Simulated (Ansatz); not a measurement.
**Single-point calculation of Al2O3**

Al2O3 (P4/mmm, 5 atoms in the cell), computed with DFT PBE, scalar-relativistic, plane waves, PAW, spin-polarised (Ansatz 0.2.0).

The structure was made by a generator, so it may or may not be a known phase. Figures and captions count atoms from 1; the log counts them from 0 in places.

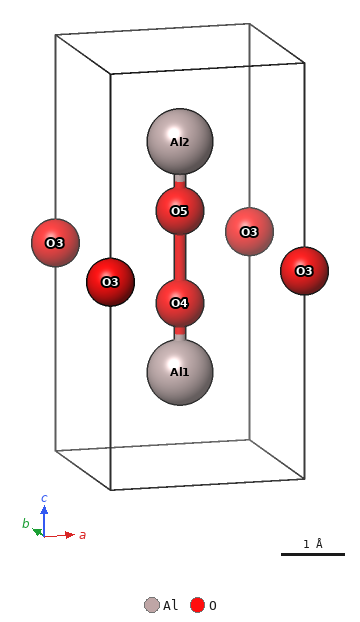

The structure as given in the input (ball-and-stick view of the cell of the calculation, seen slightly off an axis; atoms are numbered from 1 in the order of the input). An atom can appear more than once, as a periodic image.

Summary

| quantity | value |
| --- | --- |
| outcome | converged |
| space group (tolerance 0.01 Å) | P4/mmm (123) |
| electrons treated | 24 |
| free energy | −2739.0927 eV |
| Fermi energy | 5.043 eV |
| gap on the k-point mesh | none (metallic) |
| net moment of the cell | 1.53 μB |
| integrated absolute moment | 1.56 μB |
| pressure | 148.30 GPa |
| largest force (length of the vector) | 86.697 eV/Å |
| hardware | 1 thread of Intel Xeon @ 2.50GHz (Skylake/Cascade Lake), 189 GiB of memory available, shared host |
| wall time | 16 s |
| peak memory | 0.38 GiB |

Input file
```yaml
crystal:
  lattice:
    - [3.20704924, 0.0, 0.0]
    - [0.0, 3.20704924, 0.0]
    - [0.0, 0.0, 6.75598748]
  atoms:
    - { symbol: Al, position: [0.5, 0.5, 0.22282825] }
    - { symbol: Al, position: [0.5, 0.5, 0.77717175] }
    - { symbol: O, position: [0.0, 0.0, 0.5], spin: 1.0 }
    - { symbol: O, position: [0.5, 0.5, 0.38905519], spin: 1.0 }
    - { symbol: O, position: [0.5, 0.5, 0.61094481], spin: 1.0 }
basis:
  ecutwfc: 420
kpoints:
  mp_grid: { grid: [6, 6, 4] }
hamiltonian:
  xc: pbe
scf:
  occupations: { method: gaussian, width: 0.1 }
  lower_state_search: "off"
output:
  forces: true
  stress: true
  eigenvalues: true
  populations: true
magnetization:
  spin_polarized: true
```

Launch command:
```bash
ansatz run input.yaml --threads 1 --pin off --max-ram 2560MiB --backend cpu --events-out ev --progress --plain --runs-dir out
```

Output
```
Engine: ansatz 0.2.0, x86_64-unknown-linux-gnu
Pseudopotentials: kind: paw
Pseudopotential: Al, paw, valence charge 3, recommended cutoff 420 eV (normal), Al.paw.azcp
Pseudopotential: O, paw, valence charge 6, recommended cutoff 420 eV (normal), O.paw.azcp
Functional definition: PBE
  parameter kappa = 0.804
  parameter beta = 0.06672455060314922
  exchange = pbe_x(kappa = kappa, mu = beta*pi^2/3)
  correlation = pbe_c(beta = beta)
Crystal: 5 atoms, lattice volume = 69.486 Å³
Basis set: ecut = 420 eV, 1391 PW (Γ), exchange–correlation on 48×48×96 points (8 copies of the dense FFT grid, shifted against one another)
Bands: 19, of which v1, the nominal top of the filled ones, is band 12 counted from 1 (11 counted from 0)
Symmetry: 16 space group operations
Space group: P4/mmm (ITA 123), of the structure as read, at distance tolerance 4.1e-5 Å
Magnetic group: BNS 123.339 (UNI 999), of the structure as read, at distance tolerance 4.1e-5 Å
k-points: 30 of 144
Non-local potential: Al, projectors of the file, l = 0: 2, l = 1: 2, l = 2: 1
Non-local potential: O, projectors of the file, l = 0: 2, l = 1: 2, l = 2: 1
PAW form: soft (Blöchl's): semilocal exchange-correlation on the pseudo side does not see the compensation charge
PAW one-centre angular grid: Al, 110 points (default); XC on 64 Gauss nodes
PAW one-centre angular grid: O, 110 points (default); XC on 64 Gauss nodes
Starting moments: Σ|m| = 3 μB on 3 of 5 sites
Initial wavefunctions: pseudopotential atomic-orbital guess
Functional: x = pbe(κ = 0.804, μ = 0.2195149727645171), c = pbe(β = 0.06672455060314922)
SCF iter   1: F=—  HF=-2744.323804 eV  |F-HF|=—  |Δ(HF+E_count)|=         —  Δρ=1.42e-1 (↑7.18e-2 ↓1.42e-1)  dr2=2.02e1  dr2_m=1.74e0  M=2.317 μB ∫|m|=2.404 μB  β_m=0.30  ethr=3.10e-3  ⟨swp⟩=6.1  Hψ=6991  notcnv=0
preconditioner: auto → Kerker (q_TF=auto, 2.285 Å⁻¹)  [metal: Δε(μ)=0.029 eV  Ē_g=10.617 eV  σ=0.100 eV  W_gap=0.16  n_scr=16 (ndim 8)  ℏωp=19.9 eV  f_vac=0.000  D(μ)=2.54/eV (n_scr^D=16)]
spin=Collinear: Kerker preconditioning applied to the charge; magnetization (m = ρ↑ − ρ↓) channel mixes plain (no charge-response kernel on spin).
SCF iter   2: F=—  HF=-2740.933683 eV  |F-HF|=—  |Δ(HF+E_count)|=    3.39e0  Δρ=7.69e-2 (↑6.16e-2 ↓7.69e-2)  dr2=4.86e0  dr2_m=9.03e-1  M=1.427 μB ∫|m|=1.502 μB  β_m=0.30  ethr=3.10e-3  ⟨swp⟩=2.9  Hψ=2844  notcnv=0  defer=106
SCF iter   3: F=—  HF=-2739.812113 eV  |F-HF|=—  |Δ(HF+E_count)|=    1.12e0  Δρ=5.25e-2 (↑4.00e-2 ↓5.25e-2)  dr2=2.49e0  dr2_m=5.64e-1  M=1.645 μB ∫|m|=1.706 μB  β_m=0.30  ethr=3.10e-3  ⟨swp⟩=2.2  Hψ=2490  notcnv=0  defer=95
SCF iter   4: F=—  HF=-2739.071116 eV  |F-HF|=—  |Δ(HF+E_count)|=   7.41e-1  Δρ=2.41e-2 (↑2.41e-2 ↓2.03e-2)  dr2=4.54e-1  dr2_m=2.51e-1  M=1.591 μB ∫|m|=1.642 μB  β_m=0.30  ethr=3.10e-3  ⟨swp⟩=3.0  Hψ=2325  notcnv=0  defer=90
SCF iter   5: F=—  HF=-2739.062603 eV  |F-HF|=—  |Δ(HF+E_count)|=   8.51e-3  Δρ=1.61e-2 (↑1.61e-2 ↓1.39e-2)  dr2=1.54e-1  dr2_m=1.26e-1  M=1.562 μB ∫|m|=1.607 μB  β_m=0.30  ethr=1.89e-3  ⟨swp⟩=2.0  Hψ=1658  notcnv=0  defer=88
SCF iter   6: F=—  HF=-2739.074752 eV  |F-HF|=—  |Δ(HF+E_count)|=   1.21e-2  Δρ=1.26e-2 (↑9.10e-3 ↓1.26e-2)  dr2=3.21e-2  dr2_m=6.32e-2  M=1.533 μB ∫|m|=1.574 μB  β_m=0.30  ethr=6.41e-4  ⟨swp⟩=2.9  Hψ=1930  notcnv=0  defer=90
SCF iter   7: F=—  HF=-2739.077876 eV  |F-HF|=—  |Δ(HF+E_count)|=   3.12e-3  Δρ=8.17e-3 (↑7.39e-3 ↓8.17e-3)  dr2=1.52e-2  dr2_m=3.66e-2  M=1.537 μB ∫|m|=1.576 μB  β_m=0.30  ethr=1.34e-4  ⟨swp⟩=2.0  Hψ=2354  notcnv=0  defer=98
Mixer restart at iter 7: flushing history
spin-set hold released at iteration 7 (site moments contracting): the magnetisation degrees of freedom join the quasi-Newton model from the next iteration; the mixer history was flushed
SCF iter   8: F=—  HF=-2739.084529 eV  |F-HF|=—  |Δ(HF+E_count)|=   6.65e-3  Δρ=5.84e-3 (↑5.58e-3 ↓5.84e-3)  dr2=7.31e-3  dr2_m=1.99e-2  M=1.532 μB ∫|m|=1.569 μB  β_m=0.65  ethr=6.35e-5  ⟨swp⟩=1.0  Hψ=1032  notcnv=0  defer=98
SCF iter   9: F=—  HF=-2739.095016 eV  |F-HF|=—  |Δ(HF+E_count)|=   1.05e-2  Δρ=4.06e-3 (↑1.28e-3 ↓4.06e-3)  dr2=2.96e-2  dr2_m=1.98e-3  M=1.547 μB ∫|m|=1.580 μB  β_m=0.51  ethr=3.04e-5  ⟨swp⟩=2.0  Hψ=1665  notcnv=0  defer=98
SCF iter  10: F=—  HF=-2739.092833 eV  |F-HF|=—  |Δ(HF+E_count)|=   2.18e-3  Δρ=7.29e-4 (↑3.20e-4 ↓7.29e-4)  dr2=1.97e-3  dr2_m=8.48e-5  M=1.533 μB ∫|m|=1.564 μB  β_m=0.75  ethr=3.04e-5  ⟨swp⟩=2.0  Hψ=1383  notcnv=0  defer=98
SCF iter  11: F=—  HF=-2739.092645 eV  |F-HF|=—  |Δ(HF+E_count)|=   1.88e-4  Δρ=2.89e-4 (↑2.89e-4 ↓1.55e-4)  dr2=3.57e-4  dr2_m=1.11e-5  M=1.531 μB ∫|m|=1.562 μB  β_m=0.88  ethr=8.22e-6  ⟨swp⟩=1.1  Hψ=1434  notcnv=0  defer=100
SCF iter  12: F=—  HF=-2739.092632 eV  |F-HF|=—  |Δ(HF+E_count)|=   1.26e-5  Δρ=3.28e-4 (↑6.07e-5 ↓3.28e-4)  dr2=8.30e-5  dr2_m=1.93e-5  M=1.529 μB ∫|m|=1.559 μB  β_m=0.94  ethr=1.49e-6  ⟨swp⟩=1.8  Hψ=1171  notcnv=0  defer=100
SCF iter  13: F=—  HF=-2739.092726 eV  |F-HF|=—  |Δ(HF+E_count)|=   9.39e-5  Δρ=8.29e-5 (↑4.76e-5 ↓8.29e-5)  dr2=1.01e-5  dr2_m=7.68e-7  M=1.530 μB ∫|m|=1.560 μB  β_m=0.84  ethr=3.46e-7  ⟨swp⟩=2.1  Hψ=1538  notcnv=0  defer=100
SCF iter  14: F=—  HF=-2739.092725 eV  |F-HF|=—  |Δ(HF+E_count)|=   1.40e-6  Δρ=1.58e-5 (↑1.58e-5 ↓1.14e-5)  dr2=6.13e-7  dr2_m=1.27e-8  M=1.530 μB ∫|m|=1.560 μB  β_m=0.91  ethr=4.22e-8  ⟨swp⟩=2.8  Hψ=1825  notcnv=0  defer=100
iter 15 did not close the SCF: its close was put off for a magnetic moment that had not settled (scf_convergence_deferred on its scf_iter line)
SCF iter  15: F=-2739.092725 eV  HF=-2739.092725 eV  |F-HF|=3.47e-8  |Δ(HF+E_count)|=   3.65e-8  Δρ=8.12e-6 (↑3.93e-6 ↓8.12e-6)  dr2=9.90e-8  dr2_m=1.28e-8  M=1.530 μB ∫|m|=1.560 μB  β_m=0.95  ethr=4.17e-10  ⟨swp⟩=9.1  Hψ=6570  notcnv=0
iter 16 met the thresholds in force, and the SCF goes on: an eigenvalue changes by 0.77 meV, over its tolerance of 0.50 meV (output.eigenvalues, Limitations)
SCF iter  16: F=-2739.092725 eV  HF=-2739.092725 eV  |F-HF|=1.69e-8  |Δ(HF+E_count)|=   1.16e-8  Δρ=3.56e-6 (↑9.74e-7 ↓3.56e-6)  dr2=2.43e-8  dr2_m=1.69e-9  M=1.530 μB ∫|m|=1.560 μB  β_m=0.98  ethr=4.13e-10  ⟨swp⟩=2.8  Hψ=3644  notcnv=0
SCF iter  17: F=-2739.092725 eV  HF=-2739.092725 eV  |F-HF|=7.85e-10  |Δ(HF+E_count)|=  3.60e-10  Δρ=6.95e-7 (↑3.03e-7 ↓6.95e-7)  dr2=1.11e-9  dr2_m=3.58e-11  M=1.530 μB ∫|m|=1.560 μB  ethr=1.01e-10  ⟨swp⟩=2.4  Hψ=2791  notcnv=0
SCF 1 converged in 17 iterations: F = -2739.092725 eV  dr2 = 1.11e-9
  greatest PAW one-centre occupation: 1.117 electrons in one spin orbital (limit 2), on the Al atom at site 1 (counted from 0), in its partial waves of l = 2
```

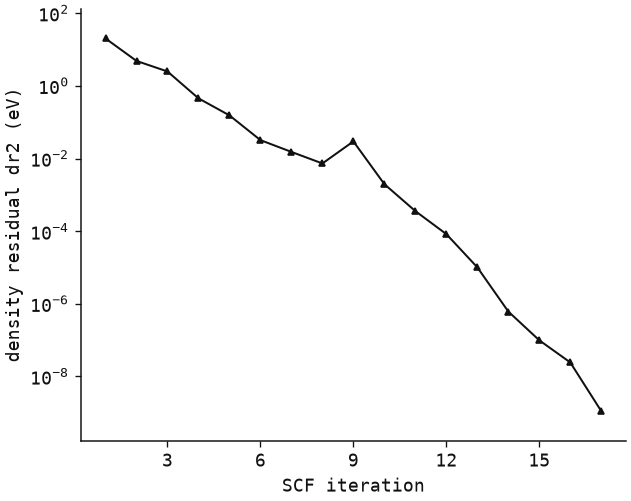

Convergence of the self-consistent field: density residual dr2 against the SCF iteration. The residual comes down, with one marked jump up, by a factor of about 4, at step 9.

```
SCF converged after 17 iterations
an eigenvalue changed by more than its tolerance at an iteration that met the thresholds in force, so the SCF went on 1 time: the last check found none over its tolerance
Magnetization: 1.5299 μB (12.7650 up, 11.2350 down)
Absolute magnetization: 1.5603 μB (∫|ρ↑−ρ↓|, with the PAW one-centre terms)
Spin contamination: 0.0197 ħ² per cell (⟨S²⟩ above its minimum at these occupations)
Per-site moments (μB) at R_I (Å): [(0.001888064161610953, 0.46324868925996837), (0.0018880641616109359, 0.4632486892599685), (1.2147693862037896, 0.9852098778368689), (0.03033282510583886, 0.46324868925996837), (0.030332825105838904, 0.4632486892599685)]
Free energy (F): -2739.092725 eV
Harris-Foulkes:  -2739.092725 eV  (|F-HF|=7.85e-10)
Internal energy: -2739.077583 eV  (E = F + TS)
E sigma→0 (E₀):  -2739.085154 eV
Entropy (-TS):   -0.015142 eV (-3.028 meV/atom)
Fermi energy:    5.043389 eV
--- Per-component energies (eV) ---
  E_band       = -87.769496
  E_kinetic    = 597.888636
  E_local      = -2286.081798  (includes V_loc(G=0)·N_el)
  E_nonlocal   = 189.559053
  E_hartree    = 937.723105
  E_xc         = -300.017060
  E_vxc        = -337.949953  (∫ρ·V_xc dr)
  E_paw        = -1421.091455  (= ΣΔE_a)
  E_vpaw       = -126.640660  (= ΣTr[D̂ρ^β])
  E_aug_tail   = 0.007755  (compensation charges beyond the density's cutoff)
  E_ewald      = -457.065818
  E_smearing   = -0.015142  (= −TS)
  E_closure    = 0.000000  (closes the sum)
  Σ components = -2739.092725   (vs F -2739.092725, Δ=0.00e0)
--- Forces (eV/Å), atoms counted from 1 ---
  atom   1  Al     0.00000000     0.00000000   -84.13229346
  atom   2  Al     0.00000000     0.00000000    84.13229346
  atom   3  O     -0.00000000    -0.00000000     0.00000000
  atom   4  O      0.00000000     0.00000000    86.69678451
  atom   5  O      0.00000000     0.00000000   -86.69678451
  max |Σ_I F_I| component: 8.67e-19 eV/Å
--- Stress (GPa, compression-positive) ---
       11.542507       0.000000       0.000000
        0.000000      11.542507       0.000000
        0.000000       0.000000     421.816726
  P = ⅓ Tr σ = 148.3006 GPa (1483.006 kbar)
--- Band table (eV; the first three rows and the last of 60) ---
  k-point 0 ↑: bands = ["-18.8021", "-14.3234", "-12.1390", "-4.9811", "-2.8373", "-2.8373", "-0.3015", "-0.0377", "-0.0377", "1.3325", "3.2545", "3.2545", "3.9306", "7.8348", "8.7132", "11.5670", "12.2027", "12.2027", "13.2913"]
  k-point 1 ↑: bands = ["-18.8009", "-14.3293", "-12.1389", "-4.9029", "-2.8369", "-2.8369", "-0.6944", "-0.0381", "-0.0381", "1.8949", "3.2550", "3.2550", "3.6171", "7.5474", "9.3518", "11.7262", "12.2612", "12.2612", "12.9174"]
  k-point 2 ↑: bands = ["-18.7996", "-14.3352", "-12.1389", "-4.8194", "-2.8364", "-2.8364", "-0.9962", "-0.0385", "-0.0385", "2.7012", "2.9680", "3.2551", "3.2551", "7.3896", "9.9352", "12.0495", "12.3246", "12.3246", "12.4164"]
  k-point 29 ↓: bands = ["-18.2626", "-13.9513", "-10.2024", "-4.4107", "-3.8126", "-3.8126", "-0.8468", "-0.8468", "3.5554", "4.2087", "5.4515", "5.4515", "6.4324", "6.4324", "7.8206", "8.7674", "8.7674", "9.3983", "9.8631"]
--- Löwdin populations: 5 sites ---
  site symbol       q [e]    m [muB]
     0     Al      2.2330     0.0591
     1     Al      2.2330     0.0591
     2      O      6.3714     1.3274
     3      O      6.4177     0.0420
     4      O      6.4177     0.0420
  spilling = 0.013632 (of n_electrons = 24.000000)
```

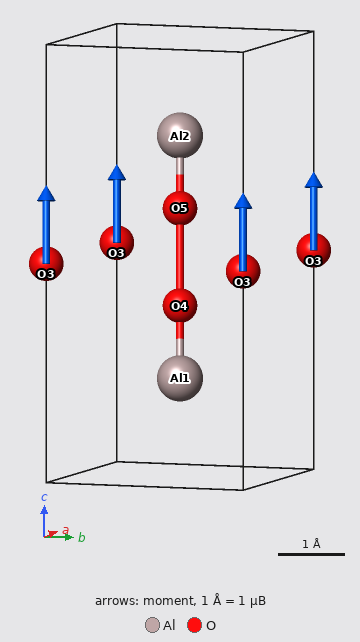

Magnetic moments of the sites as blue arrows (ball-and-stick view of the cell of the calculation, seen at an oblique angle; atoms are numbered from 1 in the order of the input); small moments hardly show. The run is collinear, so the axis drawn is arbitrary. Site moments: O3 (1.21 μB). They are counted near the atoms and needn't add up to the moment of the cell.

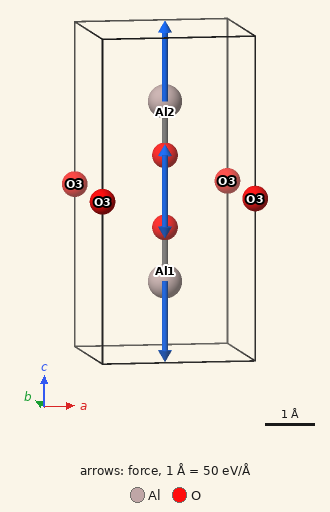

Forces on the atoms as blue arrows (ball-and-stick view of the cell of the calculation, seen slightly off an axis; atoms are numbered from 1 in the order of the input). The largest act on O4, O5 (86.70 eV/Å); Al1, Al2 (84.13 eV/Å). The geometry is not a stationary point of this energy.
